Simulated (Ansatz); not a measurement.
BiS

```
CELL_PARAMETERS angstrom
4.25315 0.00000 0.00000
-2.12658 3.68334 0.00000
0.00000 0.00000 6.93770
ATOMIC_POSITIONS crystal
Bi 0.00000 0.00000 0.00000
Bi 0.00000 0.00000 0.50000
S 0.33333 0.66667 0.25000
S 0.66667 0.33333 0.75000
```

Space group P6₃/mmc; started from the NiAs prototype, which need not be the ambient phase.

Level of theory: DFT r2SCAN, scalar-relativistic, plane waves, PAW (Ansatz 0.2.0).

Core electrons are frozen (PAW), and the valence fields are smoothed inside the atomic spheres.

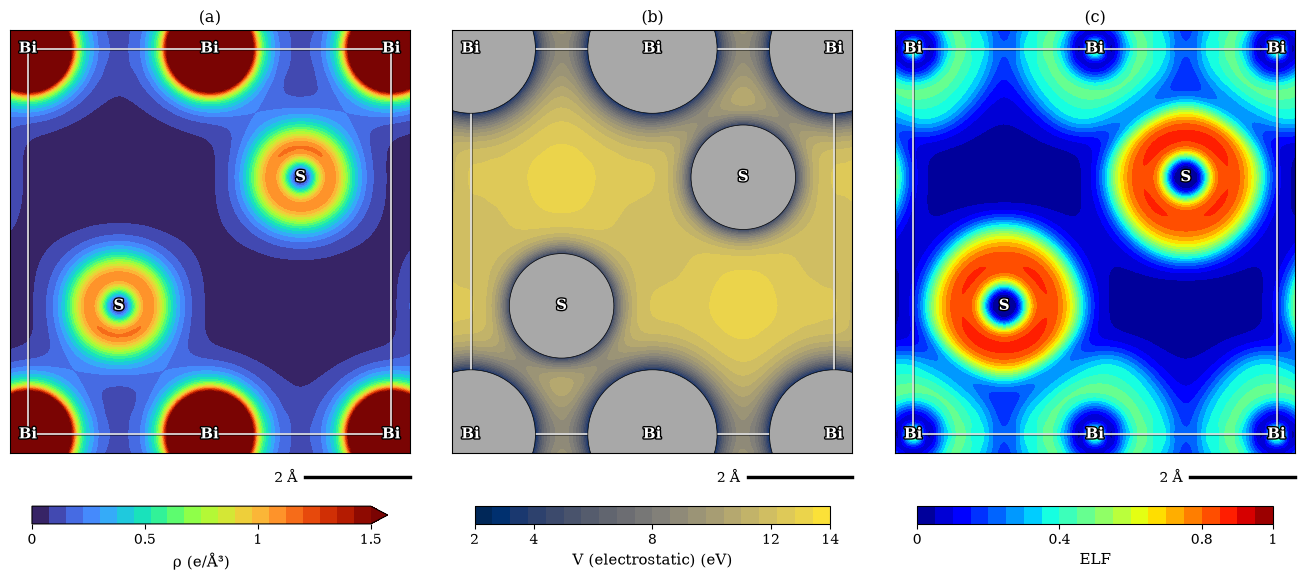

Figure 1. (a) valence electron density; (b) electrostatic potential energy of an electron; (c) electron localisation function on the (110) plane of the conventional cell. Grey discs cover the atomic cores in the potential map.

Describe what can be read from this map.

Answer.
- The plane passes through Bi and S nuclei.
- Bi–S (3.01 Å): the density is about 0.22 e/Å³ at the midpoint; the ELF peaks at about 0.85 in the valence shell of S, 0.8 Å from its nucleus, and drops to about 0.25 between the two atoms.
- Between the atoms the lowest density in this plane is 0.02 e/Å³.
- The features right at Bi lie inside the PAW spheres, where the map follows smoothed inner orbitals and isn't to be read closely.
- Outside the cores the potential energy rises away from the atoms and is highest about 2.4 Å from the nearest atoms; its zero is arbitrary.

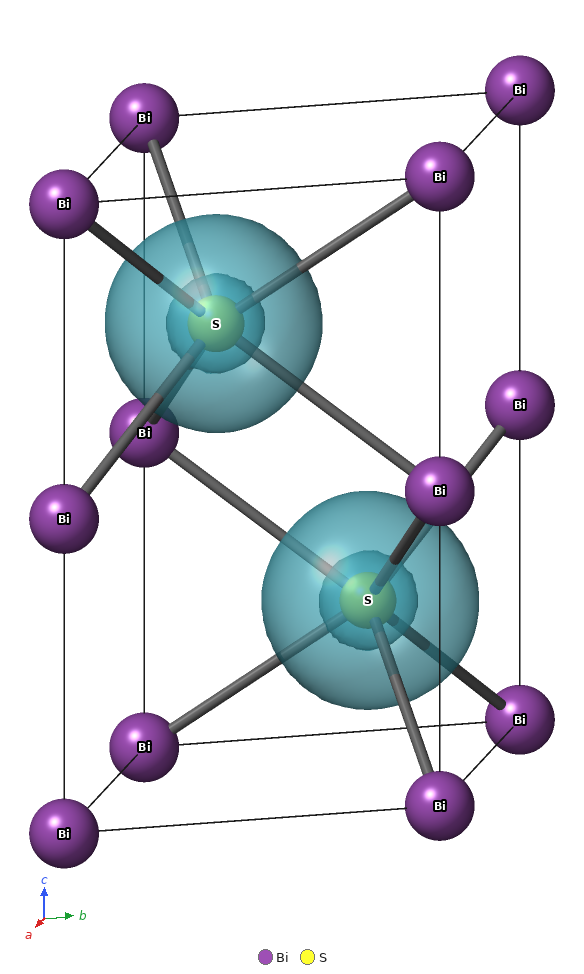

Figure 2. Isosurface of the electron localisation function at 0.7 (cyan), seen slightly off an axis. Core shells and regions of very low density are left out. Sticks mark near contacts.

Describe the localisation domains.

Answer. At this value the surface marks out two regions wrapped around S (the valence shell of each), counted in one cell of 4 atoms. Any copies at cell faces, edges or corners count once.

Does the calculation give a band gap?

Answer. It is gapless in this calculation (a metal or semimetal).
